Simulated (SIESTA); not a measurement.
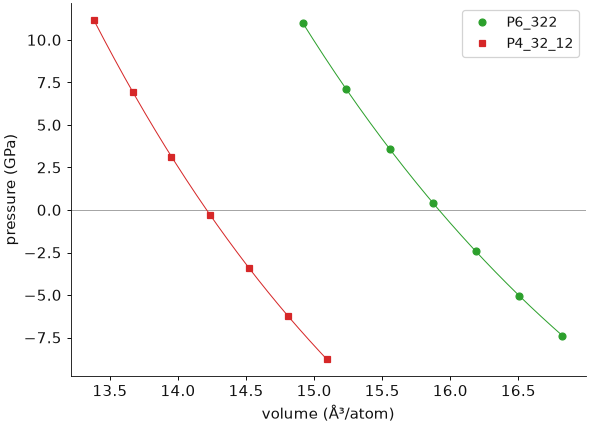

The plot gives the computed pressure against volume, with one curve for each structure, for SiO₂.

Calculation (SIESTA 5.4.2): DFT in numerical atomic orbitals with pseudopotentials, no spin polarisation; energies at scaled volumes of the given cell, shape and fractions fixed, counted from the fit's minimum, third-order Birch-Murnaghan fit. Level: LDA.

- occupations: Fermi–Dirac
- smearing width: 0.05 eV
- potentials: PseudoDojo 0.4 standard, converted to PSML, two zetas on semicore shells

Settings that differ: P6_322: k mesh 4×4×2; P4_32_12: k mesh 4×4×3.

Give the values behind the plot as a table.

P6_322:
```
volume (Å³/atom)  pressure (GPa)
           14.92           10.97
           15.24            7.10
           15.55            3.60
           15.87            0.43
           16.19           -2.44
           16.51           -5.04
           16.82           -7.39
```

P4_32_12:
```
volume (Å³/atom)  pressure (GPa)
           13.38           11.16
           13.67            6.95
           13.95            3.14
           14.24           -0.30
           14.52           -3.41
           14.81           -6.22
           15.09           -8.76
```

Note: mulliken charges of long orbitals; shape and atomic fractions are frozen while scaling, which makes layered, chain and framework solids too stiff.
